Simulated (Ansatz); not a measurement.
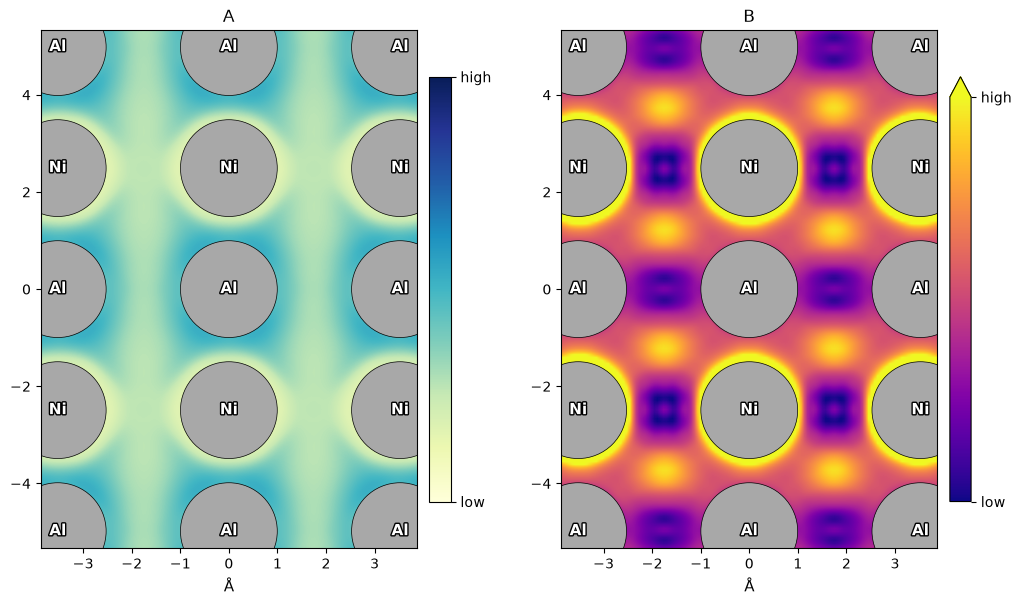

AlNi₃: 2 fields on the (101) plane of the conventional cell, with unlabelled colour scales. Grey discs cover the atomic cores.

Space group Pm-3m; a structure from a database of computed crystals, not necessarily the ambient phase; computed pressure about 7 GPa in this cell; spin-polarised.

Method: Ansatz 0.2.0, DFT, PBE, PAW with Ansatz's default frozen-core files, scalar-relativistic.

Input

```
crystal:
  lattice:
    - [3.5230547267, 0.0, 0.0]
    - [0.0, 3.5230547267, 0.0]
    - [0.0, 0.0, 3.5230547267]
  atoms:
    - { symbol: Al, position: [0.0, 0.0, 0.0] }
    - { symbol: Ni, position: [0.0, 0.5, 0.5], spin: 1.5 }
    - { symbol: Ni, position: [0.5, 0.0, 0.5], spin: 1.5 }
    - { symbol: Ni, position: [0.5, 0.5, 0.0], spin: 1.5 }
magnetization:
  spin_polarized: true
kpoints:
  mp_grid: { grid: [10, 10, 10] }
scf:
  occupations: { method: fermi_dirac, width: 0.03 }
  lower_state_search: "off"
hamiltonian:
  xc: pbe
  pseudopotentials: { kind: paw }
output:
  forces: true
  stress: true
  eigenvalues: true
  populations: true
  write_density: true
  write_potential: true
  elf: true
  volumetric_format: npy
```

Command:

```sh
ansatz run input.yaml --threads 2 --pin off --max-ram 6144MiB --backend cpu --events-out ev --progress --plain --runs-dir out
```

Below, planes, directions and counts refer to the conventional cell (a = 3.52 Å, b = 3.52 Å, c = 3.52 Å, α = 90.00°, β = 90.00°, γ = 90.00°).

Question: The panels show electron localisation function and valence pseudo-density in some order. Assign them.

Answer: Panel A: electron localisation function. Panel B: valence pseudo-density. From the grid: Al–Ni (2.49 Å): ρ is about 0.3 e/Å³ halfway; the ELF is about 0.35 at the midpoint.
